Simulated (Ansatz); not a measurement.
Input

```
crystal:
  lattice:
    - [4.8945498337, 0.0, 0.0]
    - [-2.4472749169, 4.2388044961, 0.0]
    - [0.0, 0.0, 4.6898471522]
  atoms:
    - { symbol: Ti, position: [0.0, 0.6669817795, 0.75] }
    - { symbol: Ti, position: [0.0, 0.3330182205, 0.25] }
    - { symbol: Ti, position: [0.6669817795, 0.0, 0.75] }
    - { symbol: Ti, position: [0.6669817795, 0.6669817795, 0.25] }
    - { symbol: Ti, position: [0.3330182205, 0.3330182205, 0.75] }
    - { symbol: Ti, position: [0.3330182205, 0.0, 0.25] }
    - { symbol: O, position: [0.0, 0.0, 0.5] }
    - { symbol: O, position: [0.0, 0.0, 0.0] }
basis:
  ecutwfc: 500
kpoints:
  mp_grid: { grid: [12, 12, 8] }
hamiltonian:
  xc: r2scan
scf:
  occupations: { method: gaussian, width: 0.1 }
output:
  forces: true
  stress: true
  eigenvalues: true
  write_density: true
  write_potential: true
  elf: true
  volumetric_format: npy
relax:
  adjacent_minimum: "off"
  f_tol: 0.01
  max_steps: 30
  cell: { stress_tol: 0.1, fix: [volume] }
```

Launched as:

```sh
ansatz run input.yaml --threads 2 --pin off --max-ram 5120MiB --backend cpu --events-out ev --progress --plain --runs-dir out
```

Below, planes, directions and counts refer to the conventional cell (a = 4.89 Å, b = 4.89 Å, c = 4.70 Å, α = 90.00°, β = 90.00°, γ = 120.00°).

The fields are those of the run's last geometry, not of the input's.

Space group P6₃/mcm; a structure from a database of computed crystals, not necessarily the ambient phase; changed on purpose from its base cell (volume × 0.88, shape and atoms relaxed); computed pressure about 25 GPa in this cell; computed without spin polarisation.

Computed with DFT r2SCAN, scalar-relativistic, plane waves, PAW in Ansatz.

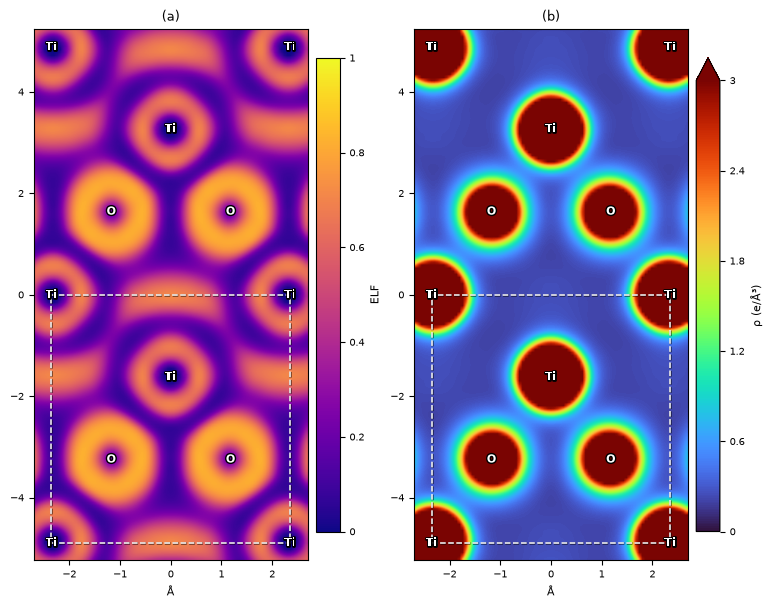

Ti₃O. (a) electron localisation function; (b) valence electron density on the (11̄0) plane of the conventional cell.

**Interpret the plot.**

Atoms in the plane: Ti and O.
Ti–O (2.01 Å): the density is about 0.56 e/Å³ at the midpoint; the ELF peaks at about 0.80 in the valence shell of O, 0.6 Å from its nucleus, and is about 0.15 at the midpoint: no shared electron pair shows on this line.
Ti–Ti (2.85 Å): ρ at the midpoint is about 0.2 e/Å³; the ELF is about 0.25 at the midpoint; no localised pair shows between them.
Between the atoms the lowest density in this plane is 0.2 e/Å³.
The ELF has a maximum of about 0.70 in the space between the atoms, on no atom or two-centre bond.
The features right at Ti lie inside the PAW spheres, where the map follows smoothed inner orbitals and isn't to be read closely.

**Metal or insulator at this level of theory?**

It is gapless in this calculation (a metal or semimetal); semilocal functionals without U, or without the true magnetic order, often close the gap of such compounds.
